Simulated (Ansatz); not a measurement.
The calculation's input:

```
crystal:
  lattice:
    - [2.7036817444, 0.0, 0.0]
    - [0.0, 2.7036817444, 0.0]
    - [0.0, 0.0, 2.7036817444]
  atoms:
    - { symbol: As, position: [0.5, 0.5, 0.5] }
hamiltonian:
  xc: pbe
  pseudopotentials: { kind: paw }
kpoints:
  mp_grid: { grid: [10, 10, 10] }
scf:
  occupations: { method: gaussian, width: 0.02 }
output:
  forces: true
  stress: true
  eigenvalues: true
  write_density: true
  write_potential: true
  elf: true
  volumetric_format: npy
```

Launched as:

```sh
ansatz run input.yaml --threads 2 --pin off --max-ram 5632MiB --backend cpu --events-out ev --progress --plain --runs-dir out
```

Below, planes, directions and counts refer to the conventional cell (a = 2.70 Å, b = 2.70 Å, c = 2.70 Å, α = 90.00°, β = 90.00°, γ = 90.00°).

Space group Pm-3m; a structure from a database of computed crystals, not necessarily the ambient phase; computed pressure about 2 GPa in this cell.

Level of theory: Ansatz, Kohn-Sham DFT of a periodic cell, PBE, Ansatz PAW.

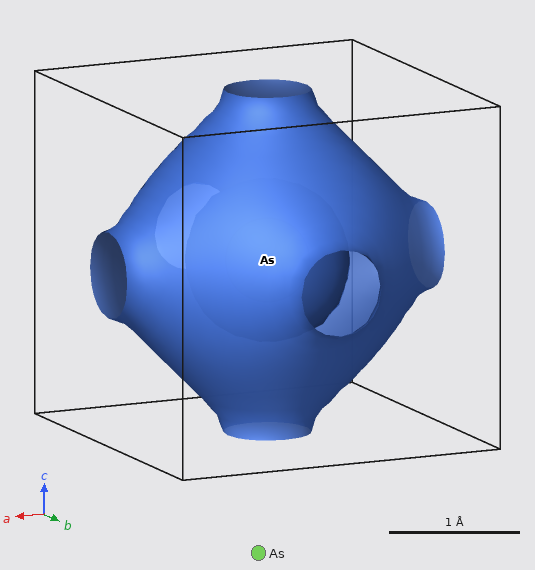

As. Isosurface of the electron localisation function at 0.55 (blue), seen at an oblique angle. Only the valence region is drawn (cores and ρ < 0.01 e/Å³ removed).

In a PAW calculation such maps are meaningful between the atoms, not at the nuclei.

Identify the bonds, lone pairs and shells in this picture.

Answer. The ELF exceeds this value in one network that runs through the whole crystal, counted in one cell of 1 atoms. Regions shared between cells count once. There are no localised bonds or lone pairs at this value. Profiles from the grid: As–As (2.70 Å): the ELF peaks at about 0.65 between the atoms.
